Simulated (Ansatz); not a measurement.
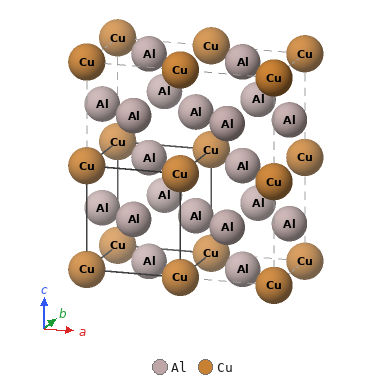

Drawn in the spheres-only manner and seen slightly off an axis. The drawing covers 2×1×2 cells, and the solid lines enclose one conventional unit cell. Cell: a = 3.948 Å, b = 3.948 Å, c = 4.301 Å, α = 90.00°, β = 90.00°, γ = 90.00°.

What is this?

- The formula is Al3Cu.
- Its lattice is primitive tetragonal, its space group P-4m2 (No. 115).
- The cell holds 4 atoms (3 Al, 1 Cu), Z = 1.

The structure was taken from a structure listed in the Materials Project. The cell was then strained or its atoms displaced on purpose. Ansatz was used for an electronic-structure calculation on it.

At this level of theory the cell isn't at rest (stretched, at -9 GPa), so its distances can differ from those at equilibrium, the more so the softer the solid.
